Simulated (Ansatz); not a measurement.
The compound is Ge (space group P6_3/mmc, No. 194), taken as coordinates from a relaxation with Ansatz 0.2.0, DFT PBE, scalar-relativistic, plane waves, PAW.

```
Ge
1.0
     4.05816    0.00000    0.00000
    -2.02908    3.51447    0.00000
     0.00000    0.00000    6.69253
Ge
4
Cartesian
  2.0291 1.1715 0.4202
  0.0000 2.3430 3.7665
  2.0291 1.1715 2.9260
  0.0000 2.3430 6.2723
```

Describe the stacking along c, with columns A (0, 0), B (1/3, 2/3), C (2/3, 1/3) of the hexagonal mesh.

Ge(C) – Ge(C) – Ge(B) – Ge(B) (four layers in 6.69 Å).

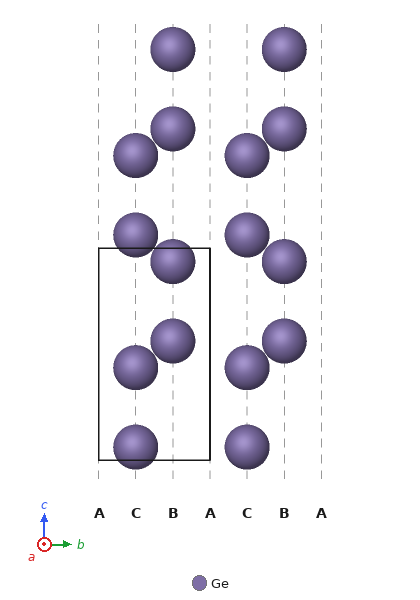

Projection along an edge of the hexagonal mesh, stacking direction c upwards. The dashed lines mark the three columns A (0, 0), B (1/3, 2/3) and C (2/3, 1/3). The sequence starts with the first layer at or above the cell's origin.
